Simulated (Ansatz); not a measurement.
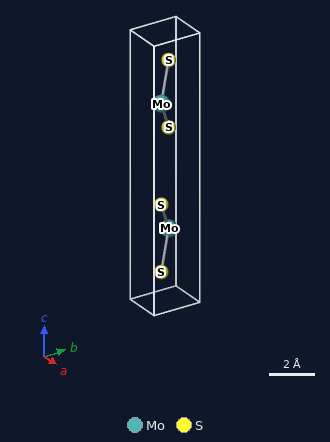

Figure 1. The structure (ball-and-stick view of the cell of the calculation, seen slightly off an axis). Near neighbours in the crystal (not all of them lie inside the picture): Mo has 6 S at 2.40 Å; S has 3 Mo at 2.40 Å.

Wannier-function calculation, with input and output: MoS2 (part 1 of 2)

- system: MoS2 (P6₃/mmc, 6 atoms in the cell)
- method: maximally localised Wannier functions of r2SCAN bands, plane waves, PAW, no spin polarisation (Ansatz 0.2.0)

The structure derives from an entry of the Crystallography Open Database. The geometry comes from this level: r2scan-rvv10. It belongs to a series of runs on one base structure; here: anion s p.

## Input file
```yaml
crystal:
  lattice:
    - [3.1730194941, 0.0, 0.0]
    - [-1.586509747, 2.7479154886, 0.0]
    - [0.0, 0.0, 12.4359056939]
  atoms:
    - { symbol: Mo, position: [0.3333333333, 0.6666666667, 0.25] }
    - { symbol: Mo, position: [0.6666666667, 0.3333333333, 0.75] }
    - { symbol: S, position: [0.3333333333, 0.6666666667, 0.6249005388] }
    - { symbol: S, position: [0.6666666667, 0.3333333333, 0.1249005388] }
    - { symbol: S, position: [0.3333333333, 0.6666666667, 0.8750994612] }
    - { symbol: S, position: [0.6666666667, 0.3333333333, 0.3750994612] }
kpoints:
  mp_grid: { grid: [9, 9, 2] }
  band_path:
    path:
      - [[0.0, 0.0, 0.0], [0.5, -1.244012651745e-17, 0.0], [0.3333333333333, 0.3333333333333, 0.0], [0.0, 0.0, 0.0], [0.0, 0.0, 0.5], [0.5, -1.244012651745e-17, 0.5], [0.3333333333333, 0.3333333333333, 0.5], [0.0, 0.0, 0.5]]
      - [[0.5, -1.244012651745e-17, 0.5], [0.5, -1.244012651745e-17, 0.0]]
      - [[0.3333333333333, 0.3333333333333, 0.5], [0.3333333333333, 0.3333333333333, 0.0]]
    npoints: 10
hamiltonian:
  xc: r2scan
scf:
  occupations: { method: fixed }
  n_extra_bands: 6
output:
  forces: false
  stress: false
  eigenvalues: true
  wannier:
    kmesh: [6, 6, 2]
    projections: [{ species: S, l: s, shell: 3 }, { species: S, l: p, shell: 3 }]
    minimise: true
    write_hr: true
    conv_tol: 1.0e-08
    max_iter: 3000
  write_density: true
  write_potential: true
  elf: true
  volumetric_format: npy
```

## File wannier.win
```
! ansatz wannier90 interface
! projections by site (counted from 0) and shell: 2 3S, 3 3S, 4 3S, 5 3S, 2 3P, 3 3P, 4 3P, 5 3P
! states of the run's bands (counted from 1): 9-12, combinations of 13-34
! their least projectability: 0.7778
num_bands = 16
num_wann  = 16
num_iter  = 2000
conv_tol = 1e-8
conv_window = 5
guiding_centres = true
write_hr = true

begin unit_cell_cart
Ang
        3.173019494103552  -2.8867494447603828e-11                      0.0
       -1.586509747026776       2.7479154886113575                      0.0
                      0.0                      0.0            12.4359056939
end unit_cell_cart

begin atoms_frac
Mo        0.3333333333333333       0.6666666666666666                     0.25
Mo        0.6666666666666666       0.3333333333333333                     0.75
S         0.3333333333333333       0.6666666666666666             0.6249005388
S         0.6666666666666666       0.3333333333333333             0.1249005388
S         0.3333333333333333       0.6666666666666666             0.8750994612
S         0.6666666666666666       0.3333333333333333             0.3750994612
end atoms_frac

mp_grid = 6 6 2
```

Machine: 4 threads of Arm Neoverse N1, 98 GiB of memory available, shared host.

Command:
```bash
ansatz run input.yaml --threads 4 --pin off --max-ram 5529MiB --backend cpu --events-out ev --progress --plain --runs-dir out
```

## Output
```
scf.n_extra_bands = 6 over 26 filled bands (N_el = 52.0): the run solves 32 bands
Engine: ansatz 0.2.0, aarch64-unknown-linux-gnu
Pseudopotentials: kind: paw
Pseudopotential: Mo, paw, valence charge 14, recommended cutoff 500 eV (meta_gga), Mo.paw.azcp
Pseudopotential: S, paw, valence charge 6, recommended cutoff 500 eV (meta_gga), S.paw.azcp
Functional definition: r2SCAN
  parameter k0 = 0.174
  parameter k1 = 0.065
  parameter a1 = 4.9479
  exchange = r2scan_x(k0 = k0, k1 = k1, a1 = a1)
  correlation = r2scan_c
Crystal: 6 atoms, lattice volume = 108.431 Å³
Basis set: ecut = 500 eV, 2763 PW (Γ), exchange–correlation on 96×96×384 points (64 copies of the dense FFT grid, shifted against one another)
Bands: 32, of which v1, the nominal top of the filled ones, is band 26 counted from 1 (25 counted from 0)
Symmetry: 24 space group operations
Space group: P63/mmc (ITA 194), of the structure as read, at distance tolerance 4.8e-5 Å
k-points: 24 of 162
Non-local potential: Mo, projectors of the file, l = 0: 3, l = 1: 2, l = 2: 2, l = 3: 1
Non-local potential: S, projectors of the file, l = 0: 2, l = 1: 2, l = 2: 2
PAW form: soft (Blöchl's): semilocal exchange-correlation on the pseudo side does not see the compensation charge
PAW frozen core: Mo, regenerated for the run's functional (the file was generated under x = pbe(κ = 0.804, μ = 0.2195149727645171), c = pbe(β = 0.06672455060314922))
PAW frozen core: S, regenerated for the run's functional (the file was generated under x = pbe(κ = 0.804, μ = 0.2195149727645171), c = pbe(β = 0.06672455060314922))
PAW one-centre angular grid: Mo, 590 points (default); XC on 160 Gauss nodes
PAW one-centre angular grid: S, 302 points (default); XC on 160 Gauss nodes
Initial density: superposition of atomic densities (neutral atoms: chi_scale 0, normalization atom), corrected by the library's trained network
Initial wavefunctions: pseudopotential atomic-orbital guess
Functional: x = r2scan, c = r2scan; τ floored in thin density (d = 2e-4 eV/Å³)
SCF iter   1: F=—  HF=-13564.213051 eV  |F-HF|=—  |Δ(HF+E_count)|=         —  Δρ=1.03e-2  dr2=1.45e-1  dr2_τ=1.02e-1  ethr=1.77e-3  ⟨swp⟩=5.4  Hψ=3010  notcnv=0  defer=66
preconditioner: auto → Resta (q_TF=auto, 2.414 Å⁻¹)  ε∞=7.7  [insulator: Δε(μ)=1.098 eV  Ē_g=8.262 eV  n_scr=26 (ndim 8)  ℏωp=21.4 eV  f_vac=0.022  ε∞_Penn≈7.7]
SCF iter   2: F=—  HF=-13564.293696 eV  |F-HF|=—  |Δ(HF+E_count)|=   8.06e-2  Δρ=5.14e-3  dr2=1.14e-2  dr2_τ=4.99e-3  ethr=2.78e-4  ⟨swp⟩=2.5  Hψ=1444  notcnv=0  defer=88
SCF iter   3: F=—  HF=-13564.298433 eV  |F-HF|=—  |Δ(HF+E_count)|=   4.74e-3  Δρ=2.91e-3  dr2=4.68e-3  dr2_τ=3.45e-4  ethr=2.19e-5  ⟨swp⟩=2.0  Hψ=1074  notcnv=0  defer=94
SCF iter   4: F=—  HF=-13564.301281 eV  |F-HF|=—  |Δ(HF+E_count)|=   2.85e-3  Δρ=2.84e-4  dr2=1.06e-4  dr2_τ=9.14e-6  ethr=9.00e-6  ⟨swp⟩=3.2  Hψ=1323  notcnv=0  defer=94
SCF iter   5: F=—  HF=-13564.301306 eV  |F-HF|=—  |Δ(HF+E_count)|=   2.45e-5  Δρ=9.50e-5  dr2=2.53e-5  dr2_τ=1.41e-6  ethr=2.03e-7  ⟨swp⟩=2.7  Hψ=1332  notcnv=0  defer=92
SCF iter   6: F=—  HF=-13564.301313 eV  |F-HF|=—  |Δ(HF+E_count)|=   7.09e-6  Δρ=2.07e-5  dr2=7.35e-7  dr2_τ=4.96e-8  ethr=4.86e-8  ⟨swp⟩=2.0  Hψ=1038  notcnv=0  defer=38
SCF iter   7: F=-13564.301313 eV  HF=-13564.301313 eV  |F-HF|=1.22e-8  |Δ(HF+E_count)|=   2.13e-7  Δρ=4.41e-6  dr2=2.15e-8  dr2_τ=7.26e-10  ethr=1.92e-10  ⟨swp⟩=8.5  Hψ=3005  notcnv=0
SCF 1 converged in 7 iterations: F = -13564.301313 eV  dr2 = 2.15e-8
  greatest PAW one-centre occupation: 0.996 electrons in one spin orbital (limit 2), on the Mo atom at site 1 (counted from 0), in its partial waves of l = 0
NSCF: frozen V_eff on 93 k-points
NSCF: frozen V_eff on 18 k-points
the Wannier pass solved 18 of the 72 points of its mesh, and has the states at the others by symmetry: states obtained by the crystal's operations at points that were solved too leave a residual of 4.66e-13 eV (read by the count's bands and the next), within 8.33e-6 eV
NSCF: frozen V_eff on 18 k-points
the Wannier pass solved 18 of the 72 points of its mesh, and has the states at the others by symmetry: states obtained by the crystal's operations at points that were solved too leave a residual of 3.99e-13 eV (read by the count's bands and the next), within 8.33e-6 eV
SCF converged after 7 iterations
Free energy (F): -13564.301313 eV
Harris-Foulkes:  -13564.301313 eV  (|F-HF|=1.22e-8)
Internal energy: -13564.301313 eV  (E = F + TS)
E sigma→0 (E₀):  -13564.301313 eV
Fermi energy:    10.599248 eV
--- Per-component energies (eV) ---
  E_band       = -361.279700
  E_kinetic    = 1309.741562
  E_local      = -4019.456770  (includes V_loc(G=0)·N_el)
  E_nonlocal   = 396.938113
  E_hartree    = 1550.240244
  E_xc         = -725.385332
  E_vxc        = -892.150563  (∫ρ·V_xc dr)
  E_paw        = -8871.675557  (= ΣΔE_a)
  E_vpaw       = -308.299135  (= ΣTr[D̂ρ^β])
  E_aug_tail   = 0.000019  (compensation charges beyond the density's cutoff)
  E_vtau       = 51.465798  (kinetic-family band-sum trace: ∫τ·v_τ [+ j·A + Jᵃ·Aᵃ] dr)
  E_ewald      = -3203.822117
  E_core_change = -0.881474  (= ΣΔE_core)
  E_smearing   = -0.000000  (= −TS)
  E_closure    = -0.000000  (closes the sum)
  Σ components = -13564.301313   (vs F -13564.301313, Δ=0.00e0)
--- Band table (eV; the first three rows and the last of 24) ---
  k-point 0: bands = ["-52.9191", "-52.9191", "-26.3222", "-26.3222", "-26.1010", "-26.1010", "-26.1010", "-26.1010", "-5.0570", "-4.8218", "-3.7379", "-3.3450", "3.5021", "4.4791", "7.0432", "7.0990", "7.0990", "7.1112", "7.1112", "8.2422", "8.2422", "8.2833", "8.2833", "9.2355", "9.4821", "10.5992", "12.8431", "12.8431", "12.8669", "12.8669", "13.0261", "13.0261"]
  k-point 1: bands = ["-52.9191", "-52.9191", "-26.3222", "-26.3222", "-26.1009", "-26.1009", "-26.1009", "-26.1009", "-4.9539", "-4.9539", "-3.5291", "-3.5291", "3.9198", "3.9198", "7.1050", "7.1050", "7.1050", "7.1050", "7.9427", "7.9427", "8.2627", "8.2627", "8.2627", "8.2627", "10.3094", "10.3094", "12.8485", "12.8485", "12.8485", "12.8485", "13.1089", "13.1089"]
  k-point 2: bands = ["-52.9141", "-52.9141", "-26.3123", "-26.3122", "-26.1502", "-26.1502", "-26.1121", "-26.1121", "-4.8652", "-4.6327", "-3.6518", "-3.2799", "3.7160", "4.6847", "6.6488", "6.6985", "6.7252", "7.2902", "7.3110", "7.6046", "7.9501", "7.9982", "8.4317", "9.4268", "9.4763", "10.2428", "12.6371", "12.6812", "12.7776", "12.8039", "12.8701", "12.9873"]
  k-point 23: bands = ["-52.8707", "-52.8707", "-26.4102", "-26.4102", "-26.3618", "-26.3618", "-26.2259", "-26.2259", "-2.6887", "-2.6887", "-2.6221", "-2.6221", "4.2027", "4.2027", "5.0318", "5.0318", "5.6334", "5.6334", "5.9970", "5.9970", "6.9852", "6.9852", "7.5862", "7.5862", "9.8586", "9.8586", "11.6781", "11.6781", "13.1087", "13.1087", "13.6661", "13.6661"]
Wannier search: line search 1 of at most 3000: gauge-dependent spread (as the search counts it) 7.6277661 Å², largest recent change 1.1e0 Å² and fall left 5.5e-2 Å² against conv_tol 1.0e-8 Å², 0 stops escaped
```

## File rho_z.tsv
```
# z_ang	rho[e/angstrom^3]
# format = ansatz-planar-average/11
# lattice	3.173019494	-0.000000000	0.000000000
# lattice	-1.586509747	2.747915489	0.000000000
# lattice	0.000000000	0.000000000	12.435905694
# sites	6
# site	42	0.000000000	1.831943659	3.108976423
# site	42	1.586509747	0.915971830	9.326929270
# site	16	0.000000000	1.831943659	7.771204169
# site	16	1.586509747	0.915971830	1.553251322
# site	16	0.000000000	1.831943659	10.882654372
# site	16	1.586509747	0.915971830	4.664701525
0.000000	4.307206e-2
0.129541	4.680687e-2
0.259081	5.844371e-2
0.388622	7.944142e-2
0.518163	1.118715e-1
0.647703	1.577679e-1
0.777244	2.164652e-1
0.906785	2.816780e-1
1.036325	3.415833e-1
1.165866	3.849215e-1
1.295407	4.092777e-1
1.424948	4.235241e-1
1.554488	4.400053e-1
1.684029	4.635774e-1
1.813570	4.878574e-1
1.943110	5.023324e-1
2.072651	5.043165e-1
2.202192	5.074880e-1
2.331732	5.438638e-1
2.461273	6.421362e-1
2.590814	8.029800e-1
2.720354	9.932727e-1
2.849895	1.162290e0
2.979436	1.271864e0
3.108976	1.308641e0
3.238517	1.271864e0
3.368058	1.162290e0
3.497598	9.932727e-1
3.627139	8.029800e-1
3.756680	6.421362e-1
3.886221	5.438638e-1
4.015761	5.074880e-1
4.145302	5.043165e-1
4.274843	5.023324e-1
4.404383	4.878574e-1
4.533924	4.635774e-1
4.663465	4.400053e-1
4.793005	4.235241e-1
4.922546	4.092777e-1
5.052087	3.849215e-1
5.181627	3.415833e-1
5.311168	2.816780e-1
5.440709	2.164652e-1
5.570249	1.577679e-1
5.699790	1.118715e-1
5.829331	7.944142e-2
5.958871	5.844371e-2
6.088412	4.680687e-2
6.217953	4.307206e-2
6.347494	4.680687e-2
6.477034	5.844371e-2
6.606575	7.944142e-2
6.736116	1.118715e-1
6.865656	1.577679e-1
6.995197	2.164652e-1
7.124738	2.816780e-1
7.254278	3.415833e-1
7.383819	3.849215e-1
7.513360	4.092777e-1
7.642900	4.235241e-1
7.772441	4.400053e-1
7.901982	4.635774e-1
8.031522	4.878574e-1
8.161063	5.023324e-1
8.290604	5.043165e-1
8.420144	5.074880e-1
8.549685	5.438638e-1
8.679226	6.421362e-1
8.808767	8.029800e-1
8.938307	9.932727e-1
9.067848	1.162290e0
9.197389	1.271864e0
9.326929	1.308641e0
9.456470	1.271864e0
9.586011	1.162290e0
9.715551	9.932727e-1
9.845092	8.029800e-1
9.974633	6.421362e-1
10.104173	5.438638e-1
10.233714	5.074880e-1
10.363255	5.043165e-1
10.492795	5.023324e-1
10.622336	4.878574e-1
10.751877	4.635774e-1
10.881417	4.400053e-1
11.010958	4.235241e-1
11.140499	4.092777e-1
11.270040	3.849215e-1
11.399580	3.415833e-1
11.529121	2.816780e-1
11.658662	2.164652e-1
11.788202	1.577679e-1
11.917743	1.118715e-1
12.047284	7.944142e-2
12.176824	5.844371e-2
12.306365	4.680687e-2
```
